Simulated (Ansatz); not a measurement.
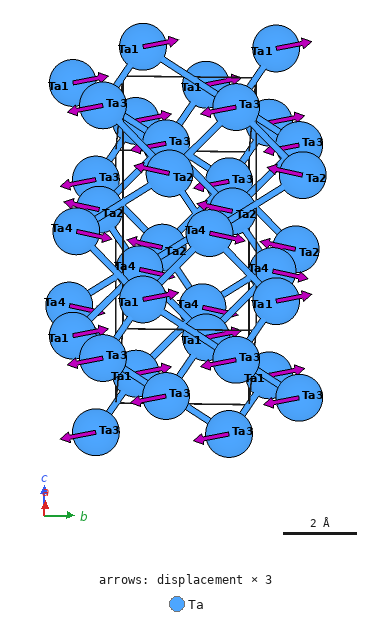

This is a relaxation of crystalline Ta (built on the iodine_64 type) (coarse preliminary run). The starting structure is drawn; purple arrows show the displacements (the part carried along by the change of the cell is left out), 3 times their true length.

Style: ball-and-stick. Shown: the conventional cell (2 times the calculation's cell), from a free direction. Lengths and directions refer to the drawn axes.

Case: iodine type (Cmce, No. 64).

All numbers below come from DFT PBE, scalar-relativistic, plane waves, PAW (Ansatz). Set-up: plane-wave cutoff 420 eV; k-point mesh 6 × 6 × 2; occupations gaussian; smearing width 0.1 eV; no spin polarisation; cell and atoms relaxed; force threshold 0.04 eV/Å; at most 70 steps.

Q: What happened in the run?

A: The largest moves relative to the cell, 0.34 Å, are those of Ta1, Ta2, Ta3 and Ta4. Ta4 goes roughly along +b. The drawn cell changes as follows: a 5.585 → 4.696 Å (−15.9 %), b 3.691 → 3.360 Å (−9.0 %), c 7.528 → 9.309 Å (+23.7 %); the volume changes by −5.3 %. Some distances before and after: Ta1–Ta3 2.081 → 2.871 Å, Ta1–Ta1 3.347 → 2.887 Å, Ta1–Ta1 (another image) 3.691 → 3.360 Å, Ta1–Ta3 (another image) 3.127 → 2.870 Å. Bond angles that change, for instance: Ta3–Ta1–Ta4 81.6° → 108.3°, Ta3–Ta1–Ta3 87.9° → 71.7°, Ta4–Ta1–Ta4 85.3° → 71.7°. The space group (tolerance 0.01 Å) goes from Cmce (No. 64) to Fmmm (No. 69). Over 10 accepted moves (12 points after the start) the energy falls by 1586 meV per atom. Largest force component: 7.6 eV/Å at the start, 0.0002 eV/Å at the end. Pressure: 19.87 GPa at the start and −0.03 GPa at the end. At 2 points the geometry stayed and the basis and grid were re-selected for the new cell (energy shift of 3.1 meV per atom at most each time). The run took roughly 20 core-seconds on a shared host.

Limits of the set-up: the k-point mesh is coarse for a cell with partly filled bands.
